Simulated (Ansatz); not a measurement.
**Run report: Ni2Ge, geometry relaxation (part 1 of 2)**

System: Ni2Ge (P6₃/mmc, 6 atoms in the cell).
Method: DFT r2SCAN, scalar-relativistic, plane waves, PAW, no spin polarisation (Ansatz 0.2.0).

The structure derives from a Materials Project entry. Figures and captions count atoms from 1; the log counts them from 0 in places.

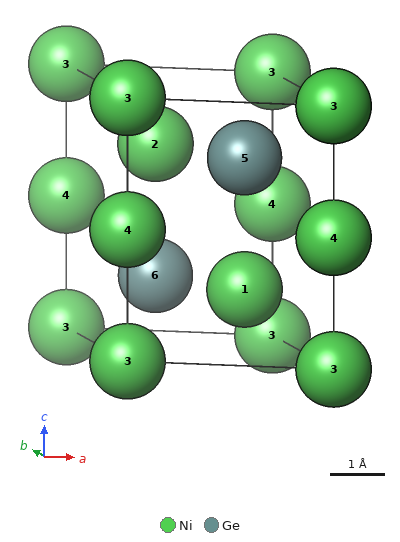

Figure 1. The structure as given in the input (spheres-only view of the cell of the calculation, seen slightly off an axis; atoms are numbered from 1 in the order of the input). An atom can appear more than once, as a periodic image.

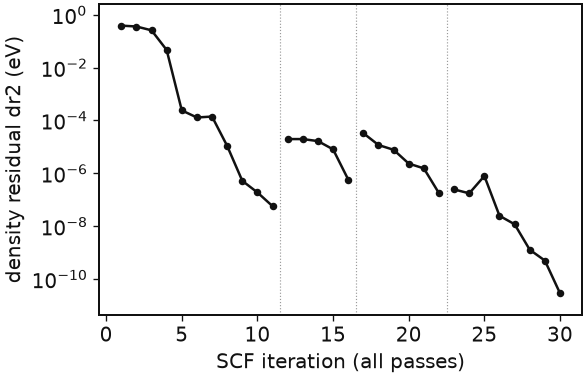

Figure 2. Convergence of the self-consistent field: density residual dr2 against the SCF iteration. The dotted lines part the SCF passes of the relaxation: geometry steps, rejected trials and re-solves on a re-selected basis. The passes take 11, 5, 6 and 8 iterations.

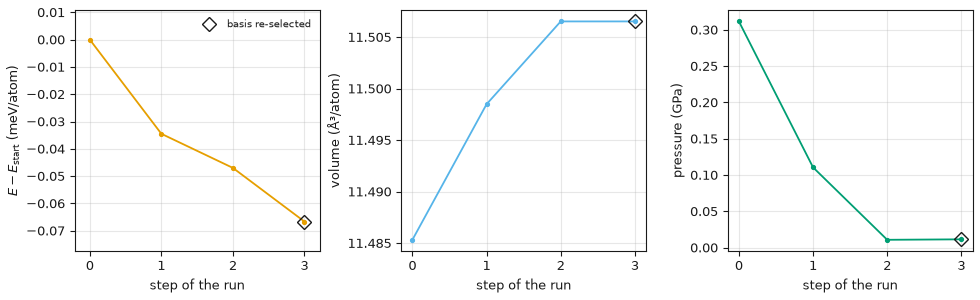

Figure 3. Progress of the relaxation, step by step (the first geometry is step 0 here and step 1 in the log). After 2 geometry steps the energy has fallen by next to nothing (0.0 meV per atom). All forces vanish by symmetry, so only the cell relaxes. Pressure: 0.31 GPa at the start and 0.01 GPa at the end. The atoms keep their places relative to the cell (all moves are under 0.005 Å). The volume changes by +0.2 %, with a = b 3.980 → 3.978 Å (0.0 %), c 5.024 → 5.037 Å (+0.3 %). Among the contacts that change: Ni3–Ni4 2.512 → 2.519 Å, Ni1–Ge5 2.512 → 2.519 Å. The space group stays P6_3/mmc (No. 194). A last SCF at the same geometry on a re-selected plane-wave basis shifts the energy by next to nothing (0.0 meV per atom). (Atoms are counted from 1 in the order of the input.)

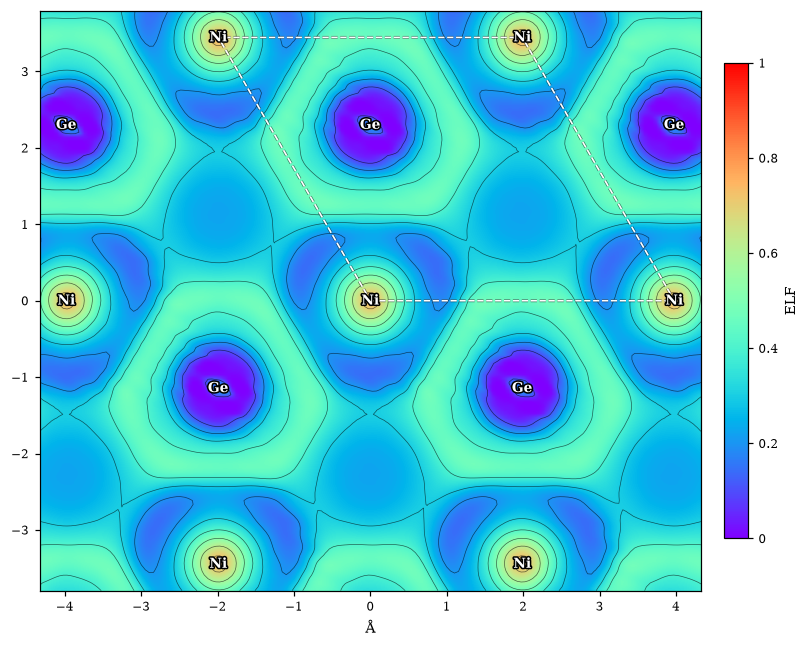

Figure 4. Electron localisation function on the (001) plane of the conventional cell. The section cuts through Ni and Ge sites. Ni–Ge (2.30 Å): the ELF is about 0.40 at the midpoint (nearly free electrons, as in a simple metal). The strong features right at Ni lie inside the PAW spheres (semicore, d or f shells) and say nothing about bonding. The fields are those of the smooth PAW valence density.

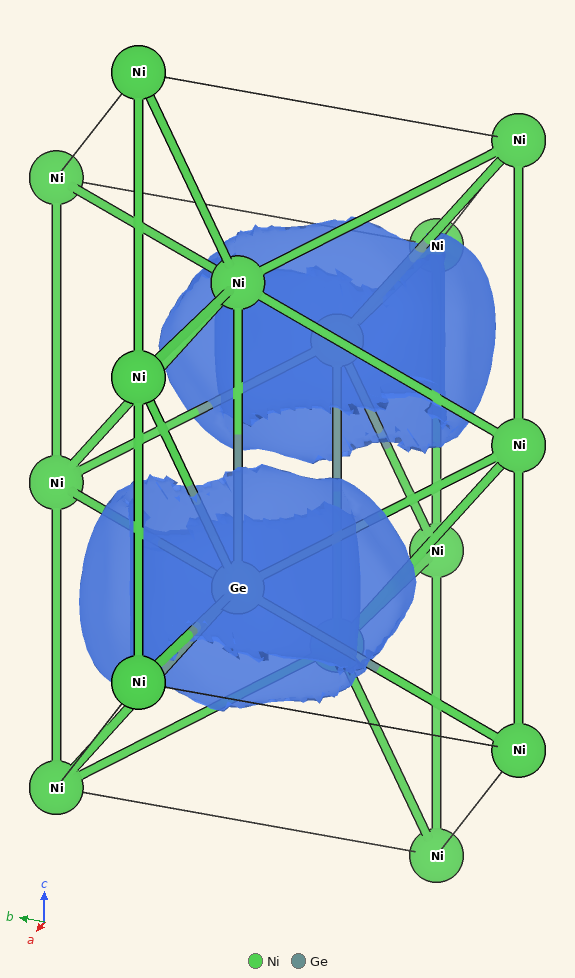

Figure 5. Isosurface of the electron localisation function at 0.4 (blue), seen at an oblique angle. Only the valence region is drawn (cores and ρ < 0.01 e/Å³ removed). Sticks mark near contacts. The outline is the cell set on symmetry axes. Profiles from the grid: Ni–Ge (2.30 Å): the ELF is about 0.40 at the midpoint (nearly free electrons, as in a simple metal). Ni–Ni (2.52 Å): the ELF is about 0.25 at the midpoint (no localised pair between them).

These pictures come from the run below.

## Input file
```yaml
crystal:
  lattice:
    - [3.9798102787, 0.0, 0.0]
    - [-1.9899051393, 3.4466168036, 0.0]
    - [0.0, 0.0, 5.02387811]
  atoms:
    - { symbol: Ni, position: [0.66666667, 0.33333333, 0.25] }
    - { symbol: Ni, position: [0.33333333, 0.66666667, 0.75] }
    - { symbol: Ni, position: [0.0, 0.0, 0.0] }
    - { symbol: Ni, position: [0.0, 0.0, 0.5] }
    - { symbol: Ge, position: [0.66666667, 0.33333333, 0.75] }
    - { symbol: Ge, position: [0.33333333, 0.66666667, 0.25] }
basis:
  ecutwfc: 500
kpoints:
  mp_grid: { grid: [12, 12, 8] }
hamiltonian:
  xc: r2scan
scf:
  occupations: { method: gaussian, width: 0.1 }
output:
  forces: true
  stress: true
  eigenvalues: true
  write_density: true
  write_potential: true
  elf: true
  volumetric_format: npy
relax:
  adjacent_minimum: "off"
  f_tol: 0.005
  max_steps: 80
  cell: { stress_tol: 0.05 }
```

Launch command:
```bash
ansatz run input.yaml --threads 2 --pin off --max-ram 5120MiB --backend cpu --events-out ev --progress --plain --runs-dir out
```

## The program's output
```
Engine: ansatz 0.2.0, x86_64-unknown-linux-gnu
Pseudopotentials: kind: paw
Pseudopotential: Ni, paw, valence charge 18, recommended cutoff 500 eV (meta_gga), Ni.paw.azcp
Pseudopotential: Ge, paw, valence charge 14, recommended cutoff 500 eV (meta_gga), Ge.paw.azcp
Functional definition: r2SCAN
  parameter k0 = 0.174
  parameter k1 = 0.065
  parameter a1 = 4.9479
  exchange = r2scan_x(k0 = k0, k1 = k1, a1 = a1)
  correlation = r2scan_c
Crystal: 6 atoms, lattice volume = 68.912 Å³
Basis set: ecut = 500 eV, 1789 PW (Γ), exchange–correlation on 120×120×160 points (64 copies of the dense FFT grid, shifted against one another)
Bands: 60, of which v1, the nominal top of the filled ones, is band 50 counted from 1 (49 counted from 0)
Symmetry: 24 space group operations
Space group: P63/mmc (ITA 194), of the structure as read, at distance tolerance 4.1e-5 Å
k-points: 95 of 1152
Non-local potential: Ni, projectors of the file, l = 0: 3, l = 1: 2, l = 2: 3, l = 3: 1
Non-local potential: Ge, projectors of the file, l = 0: 2, l = 1: 2, l = 2: 3, l = 3: 1
PAW form: soft (Blöchl's): semilocal exchange-correlation on the pseudo side does not see the compensation charge
PAW frozen core: Ni, regenerated for the run's functional (the file was generated under x = pbe(κ = 0.804, μ = 0.2195149727645171), c = pbe(β = 0.06672455060314922))
PAW frozen core: Ge, regenerated for the run's functional (the file was generated under x = pbe(κ = 0.804, μ = 0.2195149727645171), c = pbe(β = 0.06672455060314922))
PAW one-centre angular grid: Ni, 590 points (default); XC on 160 Gauss nodes
PAW one-centre angular grid: Ge, 590 points (default); XC on 160 Gauss nodes
Initial density: superposition of atomic densities (neutral atoms: chi_scale 0, normalization atom), corrected by the library's trained network
Initial wavefunctions: pseudopotential atomic-orbital guess
Functional: x = r2scan, c = r2scan; τ floored in thin density (d = 2e-4 eV/Å³)
SCF iter   1: F=—  HF=-31988.102980 eV  |F-HF|=—  |Δ(HF+E_count)|=         —  Δρ=2.87e-2  dr2=3.90e-1  dr2_τ=1.88e-1  ethr=1.77e-3  ⟨swp⟩=5.3  Hψ=18380  notcnv=0  defer=122
preconditioner: auto → Kerker (q_TF=auto, 2.903 Å⁻¹)  [metal: Δε(μ)=0.013 eV  Ē_g=15.099 eV  σ=0.100 eV  W_gap=0.07  n_scr=22 (ndim 8)  ℏωp=36.9 eV  f_vac=0.000  D(μ)=3.52/eV (n_scr^D=22)]
SCF iter   2: F=—  HF=-31988.386157 eV  |F-HF|=—  |Δ(HF+E_count)|=   2.83e-1  Δρ=2.70e-2  dr2=3.61e-1  dr2_τ=3.82e-3  ethr=3.90e-4  ⟨swp⟩=2.7  Hψ=11810  notcnv=0  defer=327
SCF iter   3: F=—  HF=-31988.371671 eV  |F-HF|=—  |Δ(HF+E_count)|=   1.45e-2  Δρ=2.24e-2  dr2=2.59e-1  dr2_τ=1.27e-3  ethr=3.61e-4  ⟨swp⟩=2.2  Hψ=7541  notcnv=0  defer=327
SCF iter   4: F=—  HF=-31988.356680 eV  |F-HF|=—  |Δ(HF+E_count)|=   1.50e-2  Δρ=9.62e-3  dr2=4.67e-2  dr2_τ=3.37e-4  ethr=2.59e-4  ⟨swp⟩=2.0  Hψ=6825  notcnv=0  defer=329
SCF iter   5: F=—  HF=-31988.351553 eV  |F-HF|=—  |Δ(HF+E_count)|=   5.13e-3  Δρ=1.29e-3  dr2=2.41e-4  dr2_τ=4.45e-5  ethr=4.67e-5  ⟨swp⟩=1.9  Hψ=6261  notcnv=0  defer=329
SCF iter   6: F=—  HF=-31988.352146 eV  |F-HF|=—  |Δ(HF+E_count)|=   5.94e-4  Δρ=8.30e-4  dr2=1.30e-4  dr2_τ=5.74e-6  ethr=2.41e-7  ⟨swp⟩=2.0  Hψ=10218  notcnv=0  defer=327
SCF iter   7: F=—  HF=-31988.352422 eV  |F-HF|=—  |Δ(HF+E_count)|=   2.75e-4  Δρ=5.64e-4  dr2=1.41e-4  dr2_τ=1.01e-6  ethr=1.30e-7  ⟨swp⟩=2.0  Hψ=10131  notcnv=0  defer=327
SCF iter   8: F=—  HF=-31988.352418 eV  |F-HF|=—  |Δ(HF+E_count)|=   3.39e-6  Δρ=1.34e-4  dr2=1.09e-5  dr2_τ=1.48e-7  ethr=1.30e-7  ⟨swp⟩=2.0  Hψ=6078  notcnv=0  defer=327
SCF iter   9: F=—  HF=-31988.352409 eV  |F-HF|=—  |Δ(HF+E_count)|=   9.24e-6  Δρ=3.15e-5  dr2=5.20e-7  dr2_τ=1.31e-8  ethr=1.09e-8  ⟨swp⟩=1.0  Hψ=5401  notcnv=0  defer=327
SCF iter  10: F=—  HF=-31988.352409 eV  |F-HF|=—  |Δ(HF+E_count)|=   4.36e-8  Δρ=2.00e-5  dr2=1.89e-7  dr2_τ=2.23e-9  ethr=1.00e-10  ⟨swp⟩=14.0  Hψ=44837  notcnv=0
SCF iter  11: F=-31988.352409 eV  HF=-31988.352409 eV  |F-HF|=5.07e-8  |Δ(HF+E_count)|=   7.68e-9  Δρ=9.92e-6  dr2=5.71e-8  dr2_τ=2.17e-10  ethr=1.00e-10  ⟨swp⟩=7.3  Hψ=34783  notcnv=0
SCF 1 converged in 11 iterations: F = -31988.352409 eV  dr2 = 5.71e-8
  greatest PAW one-centre occupation: 1.002 electrons in one spin orbital (limit 2), on the Ni atom at site 2 (counted from 0), in its partial waves of l = 1
relax step   1: F+E_penalty+E_count = -31988.35240888 eV  Δ(F+E_penalty+E_count) = +0.000e0 eV  max|allowed force component| = 7.710e-17 eV/Å  Δτ_max = 0.0000 Å  P = +0.312 GPa  Ω = 68.912 Å³  (11 SCF iters, dr2 threshold 1.00e-7 eV, accepted)
Crystal: 6 atoms, lattice volume = 68.991 Å³
Initial density: handed on by an earlier stage of this run
Initial wavefunctions: those handed on with the density
iter 1 solved again at ethr=2.01e-8 eV; its pass at ethr=3.10e-3 eV (dr2=2.01e-5 eV) is discarded
SCF iter   1: F=—  HF=-31988.352474 eV  |F-HF|=—  |Δ(HF+E_count)|=         —  Δρ=2.23e-4  dr2=1.98e-5  dr2_τ=9.60e-5  ethr=2.01e-8  ⟨swp⟩=3.1  Hψ=25432  notcnv=0
preconditioner: auto → Kerker (q_TF=auto, 2.902 Å⁻¹)  [metal: Δε(μ)=0.002 eV  Ē_g=15.026 eV  σ=0.100 eV  W_gap=0.01  n_scr=22 (ndim 8)  ℏωp=36.9 eV  f_vac=0.000  D(μ)=3.68/eV (n_scr^D=34)]
SCF iter   2: F=—  HF=-31988.352618 eV  |F-HF|=—  |Δ(HF+E_count)|=   1.44e-4  Δρ=1.91e-4  dr2=1.98e-5  dr2_τ=1.91e-7  ethr=1.98e-8  ⟨swp⟩=2.0  Hψ=10451  notcnv=0
SCF iter   3: F=—  HF=-31988.352617 eV  |F-HF|=—  |Δ(HF+E_count)|=   5.92e-7  Δρ=1.92e-4  dr2=1.66e-5  dr2_τ=1.22e-7  ethr=1.98e-8  ⟨swp⟩=2.0  Hψ=7292  notcnv=0
SCF iter   4: F=—  HF=-31988.352617 eV  |F-HF|=—  |Δ(HF+E_count)|=   3.39e-7  Δρ=1.27e-4  dr2=8.09e-6  dr2_τ=4.02e-8  ethr=1.66e-8  ⟨swp⟩=2.1  Hψ=6579  notcnv=0
SCF iter   5: F=-31988.352616 eV  HF=-31988.352616 eV  |F-HF|=3.64e-7  |Δ(HF+E_count)|=   6.65e-7  Δρ=3.91e-5  dr2=5.84e-7  dr2_τ=5.16e-9  ethr=6.00e-10  ⟨swp⟩=7.7  Hψ=40497  notcnv=0
SCF 2 converged in 5 iterations: F = -31988.352616 eV  dr2 = 5.84e-7
relax step   2: F+E_penalty+E_count = -31988.35261586 eV  Δ(F+E_penalty+E_count) = -2.070e-4 eV  max|allowed force component| = 1.789e-16 eV/Å  Δτ_max = 0.0000 Å  P = +0.111 GPa  Ω = 68.991 Å³  energy of the carried Pulay correction = -7.896e-5 eV  (5 SCF iters, dr2 threshold 6.00e-7 eV, accepted)
Crystal: 6 atoms, lattice volume = 69.039 Å³
Basis set: ecut = 500 eV, 1765 PW (Γ), exchange–correlation on 120×120×160 points (64 copies of the dense FFT grid, shifted against one another)
iter 1 solved again at ethr=3.15e-8 eV; its pass at ethr=3.10e-3 eV (dr2=3.15e-5 eV) is discarded
SCF iter   1: F=—  HF=-31988.352553 eV  |F-HF|=—  |Δ(HF+E_count)|=         —  Δρ=3.07e-4  dr2=3.32e-5  dr2_τ=1.18e-4  ethr=3.15e-8  ⟨swp⟩=3.1  Hψ=25483  notcnv=0
preconditioner: auto → Kerker (q_TF=auto, 2.902 Å⁻¹)  [metal: Δε(μ)=0.001 eV  Ē_g=15.022 eV  σ=0.100 eV  W_gap=0.01  n_scr=22 (ndim 8)  ℏωp=36.9 eV  f_vac=0.000  D(μ)=3.69/eV (n_scr^D=34)]
SCF iter   2: F=—  HF=-31988.352691 eV  |F-HF|=—  |Δ(HF+E_count)|=   1.38e-4  Δρ=1.69e-4  dr2=1.18e-5  dr2_τ=3.71e-7  ethr=3.15e-8  ⟨swp⟩=2.0  Hψ=10450  notcnv=0
SCF iter   3: F=—  HF=-31988.352692 eV  |F-HF|=—  |Δ(HF+E_count)|=   1.25e-6  Δρ=1.52e-4  dr2=7.79e-6  dr2_τ=1.06e-7  ethr=1.18e-8  ⟨swp⟩=2.0  Hψ=7648  notcnv=0
SCF iter   4: F=—  HF=-31988.352691 eV  |F-HF|=—  |Δ(HF+E_count)|=   7.33e-7  Δρ=6.47e-5  dr2=2.34e-6  dr2_τ=1.37e-8  ethr=7.79e-9  ⟨swp⟩=2.0  Hψ=7244  notcnv=0
SCF iter   5: F=—  HF=-31988.352691 eV  |F-HF|=—  |Δ(HF+E_count)|=   2.82e-8  Δρ=5.93e-5  dr2=1.54e-6  dr2_τ=1.06e-8  ethr=2.34e-9  ⟨swp⟩=1.8  Hψ=6081  notcnv=0
SCF iter   6: F=-31988.352691 eV  HF=-31988.352691 eV  |F-HF|=3.70e-8  |Δ(HF+E_count)|=   6.00e-8  Δρ=2.06e-5  dr2=1.77e-7  dr2_τ=2.41e-9  ethr=3.50e-10  ⟨swp⟩=7.3  Hψ=38885  notcnv=0
SCF 3 converged in 6 iterations: F = -31988.352691 eV  dr2 = 1.77e-7
  greatest PAW one-centre occupation: 1.002 electrons in one spin orbital (limit 2), on the Ni atom at site 3 (counted from 0), in its partial waves of l = 1
```
